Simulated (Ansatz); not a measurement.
Al$_{8}$N$_{5}$

The calculation's input:

```
crystal:
  lattice:
    - [3.041766, -0.007077, -5.299254]
    - [3.040318, 0.006609, 5.29835]
    - [-3.040637, -5.198276, -0.006941]
  atoms:
    - { symbol: Al, position: [0.3197369057, 0.3485471645, 0.1704847411] }
    - { symbol: Al, position: [0.8199545834, 0.848721059, 0.1705227047] }
    - { symbol: Al, position: [0.3278611197, 0.3409569727, 0.670676619] }
    - { symbol: Al, position: [0.860472244, 0.7667363871, 0.628979742] }
    - { symbol: Al, position: [0.958966144, 0.4248771833, 0.3858488199] }
    - { symbol: Al, position: [0.4139190247, 0.9258216314, 0.3416639026] }
    - { symbol: Al, position: [0.8873321491, 0.4028211932, 0.8145660339] }
    - { symbol: Al, position: [0.4098252506, 0.9252803471, 0.8146011215] }
    - { symbol: "N", position: [0.6380236554, 0.025677081, 0.1569726965] }
    - { symbol: "N", position: [0.1292587144, 0.5169571119, 0.1569446121] }
    - { symbol: "N", position: [0.223725575, 0.1050229533, 0.330872648] }
    - { symbol: "N", position: [0.7265979313, 0.6068917947, 0.8449799432] }
    - { symbol: "N", position: [0.2363445788, 0.1165292939, 0.8450816356] }
basis:
  ecutwfc: 420
kpoints:
  mp_grid: { grid: [7, 7, 6] }
hamiltonian:
  xc: pbe
scf:
  occupations: { method: gaussian, width: 0.1 }
  n_extra_bands: 8
output:
  forces: true
  stress: true
  eigenvalues: true
  populations: true
  dos:
    method: { smearing: { sigma: 0.1, scheme: gaussian } }
    projected: true
    de: 0.02
  write_density: true
  write_potential: true
  elf: true
  volumetric_format: npy
```

Run with:

```sh
ansatz run input.yaml --threads 4 --pin off --max-ram 9216MiB --backend cpu --events-out ev --progress --plain --runs-dir out
```

Below, planes, directions and counts refer to the conventional cell (a = 10.40 Å, b = 6.08 Å, c = 7.41 Å, α = 89.99°, β = 134.37°, γ = 89.99°).

Space group Cm; a generated structure, not necessarily the stable one; computed without spin polarisation.

Level of theory: DFT PBE, scalar-relativistic, plane waves, PAW in Ansatz.

> What will maps of the valence pseudo-density and electron localisation function show?

Al–N (1.86 Å): ρ at the midpoint is about 0.71 e/Å³; the ELF peaks at about 0.90 between the atoms.
Al–N (1.90 Å): ρ is about 0.67 e/Å³ halfway; the ELF peaks at about 0.90 in the valence shell of N, 0.7 Å from its nucleus, and is about 0.85 at the midpoint.
Al–N (1.94 Å): ρ is about 0.62 e/Å³ halfway; the ELF peaks at about 0.85 in the valence shell of N, 0.7 Å from its nucleus, and is about 0.85 at the midpoint.

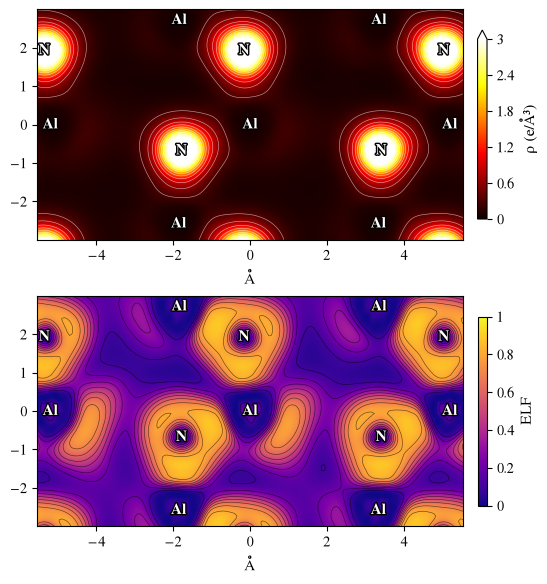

Computed valence pseudo-density and electron localisation function on the (010) plane of the conventional cell, in this order. 

In a PAW calculation such maps are meaningful between the atoms, not at the nuclei.
